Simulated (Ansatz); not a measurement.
The calculation's input:

```
crystal:
  lattice:
    - [0.0, 7.8728452585, 0.0]
    - [0.0, 0.0, 7.8728452585]
    - [7.8728452585, 0.0, 0.0]
  atoms:
    - { symbol: Sr, position: [0.5, 0.0, 0.0] }
    - { symbol: Sr, position: [0.5, 0.5, 0.0] }
    - { symbol: Sr, position: [0.0, 0.0, 0.0] }
    - { symbol: Sr, position: [0.0, 0.5, 0.0] }
    - { symbol: Sr, position: [0.5, 0.0, 0.5] }
    - { symbol: Sr, position: [0.5, 0.5, 0.5] }
    - { symbol: Sr, position: [0.0, 0.0, 0.5] }
    - { symbol: Sr, position: [0.0, 0.5, 0.5] }
    - { symbol: Ti, position: [0.25, 0.25, 0.25] }
    - { symbol: Ti, position: [0.25, 0.75, 0.25] }
    - { symbol: Ti, position: [0.75, 0.25, 0.25] }
    - { symbol: Ti, position: [0.75, 0.75, 0.25] }
    - { symbol: Ti, position: [0.25, 0.25, 0.75] }
    - { symbol: Ti, position: [0.25, 0.75, 0.75] }
    - { symbol: Ti, position: [0.75, 0.25, 0.75] }
    - { symbol: Ti, position: [0.75, 0.75, 0.75] }
    - { symbol: O, position: [0.0, 0.25, 0.25] }
    - { symbol: O, position: [0.0, 0.75, 0.25] }
    - { symbol: O, position: [0.5, 0.25, 0.25] }
    - { symbol: O, position: [0.5, 0.75, 0.25] }
    - { symbol: O, position: [0.0, 0.25, 0.75] }
    - { symbol: O, position: [0.0, 0.75, 0.75] }
    - { symbol: O, position: [0.5, 0.25, 0.75] }
    - { symbol: O, position: [0.5, 0.75, 0.75] }
    - { symbol: O, position: [0.25, 0.0, 0.25] }
    - { symbol: O, position: [0.75, 0.5, 0.25] }
    - { symbol: O, position: [0.75, 0.0, 0.25] }
    - { symbol: O, position: [0.25, 0.5, 0.75] }
    - { symbol: O, position: [0.25, 0.0, 0.75] }
    - { symbol: O, position: [0.75, 0.5, 0.75] }
    - { symbol: O, position: [0.75, 0.0, 0.75] }
    - { symbol: O, position: [0.25, 0.25, 0.5] }
    - { symbol: O, position: [0.25, 0.75, 0.5] }
    - { symbol: O, position: [0.75, 0.25, 0.5] }
    - { symbol: O, position: [0.75, 0.75, 0.5] }
    - { symbol: O, position: [0.25, 0.25, 0.0] }
    - { symbol: O, position: [0.25, 0.75, 0.0] }
    - { symbol: O, position: [0.75, 0.25, 0.0] }
    - { symbol: O, position: [0.75, 0.75, 0.0] }
total_charge: 2
basis:
  ecutwfc: 420
  xc_grid: 2
kpoints:
  mp_grid: { grid: [2, 2, 2], shift: [0.5, 0.5, 0.5] }
hamiltonian:
  xc: pbe
scf:
  occupations: { method: gaussian, width: 0.02 }
output:
  forces: true
  stress: false
  eigenvalues: true
  write_density: true
  write_potential: true
  elf: true
  volumetric_format: npy
relax:
  adjacent_minimum: "off"
  f_tol: 0.02
  max_steps: 60
```

Launched as:

```sh
ansatz run input.yaml --threads 8 --pin off --max-ram 20480MiB --backend cpu --events-out ev --progress --plain --runs-dir out
```

The fields are those of the relaxed geometry.

Computed without spin polarisation.

Method: Ansatz 0.2.0, DFT PBE, scalar-relativistic, plane waves, PAW.

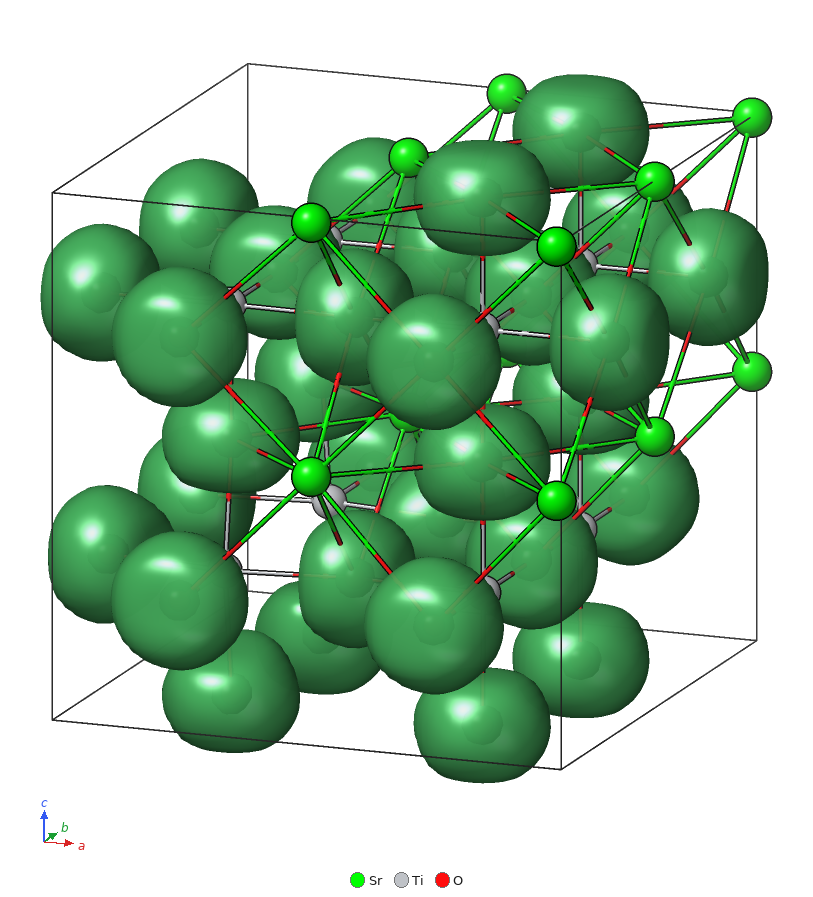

Sr₈Ti₈O₂₃ (cell charge +2, with a compensating background) (cell with a defect). Isosurface of the ELF at 0.6 (green), seen slightly off an axis. Core shells and regions of very low density are left out. Sticks mark near contacts.

Q: What do the ELF domains correspond to?

A: The surface consists of 23 regions wrapped around O (the valence shell of each), counted in one cell of 39 atoms. Regions shared between cells count once. Along the contacts the grid gives the following. Ti–O (1.83 Å): the ELF peaks at about 0.80 in the valence shell of O, 0.6 Å from its nucleus, and is about 0.25 at the midpoint (no localised pair shows between them). Sr–O (2.68 Å): the ELF is about 0.05 at the midpoint; a largely ionic contact.

Q: Metal or insulator at this level of theory?

A: It is gapped, with a Kohn–Sham gap of 2.5 eV on the k-point mesh (the band edges may lie off the mesh, which would make the gap smaller).
